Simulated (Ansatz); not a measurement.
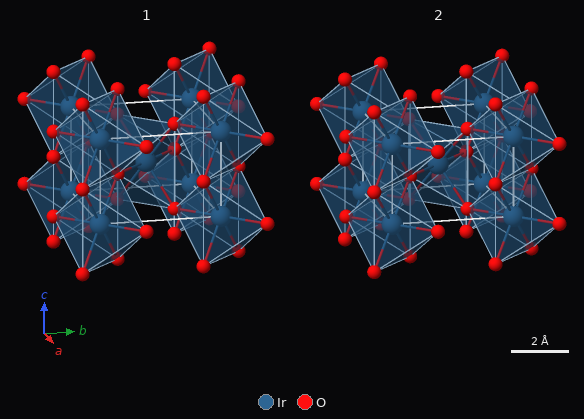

Two geometries of crystalline IrO$_{2}$ (a generated structure, set up in P4_2/mnm) (coarse preliminary run), drawn at one scale. One is the start of a relaxation, the other its converged end. A polyhedral model of the cell of the calculation, seen slightly off an axis.

Theory: DFT LDA, scalar-relativistic, plane waves, PAW in Ansatz 0.2.0. Set-up: plane-wave cutoff 420 eV; k-point mesh 4 × 4 × 6; occupations gaussian; smearing width 0.1 eV; no spin polarisation; cell and atoms relaxed; force threshold 0.05 eV/Å; at most 60 steps.

Which of the two is the end point?

Structure 1 is the relaxed one. Case: Hf → Ir on all its sites, cell and atoms relaxed. Over 3 accepted moves (5 points after the start) the energy falls by 76.8 meV per atom. Largest force component: 0.31 eV/Å at the start, 0.011 eV/Å at the end. Pressure: 25.06 GPa at the start and 0.15 GPa at the end. At 2 points the geometry stayed and the basis and grid were re-selected for the new cell (energy shift of 5.9 meV per atom at most each time). The largest moves relative to the cell, 0.027 Å, are those of O atoms. Ir stays in place. Cell: a = b 4.445 → 4.431 Å (−0.3 %), c 2.957 → 3.138 Å (+6.1 %). Volume +5.5 %. Near-neighbour distances that change, for instance: Ir–O 1.921 → 1.972 Å, Ir–O 1.917 → 1.938 Å. Among the angles between lasting bonds that change: Ir–O–Ir 100.6° → 105.4°, O–Ir–O 79.4° → 74.6°, O–Ir–O 100.6° → 105.4°. The space group stays P4_2/mnm (No. 136). The run took 15 s on 1 thread of Oxide Virtual Turin-like Processor (Zen 5) (shared host), peak memory 0.39 GiB.
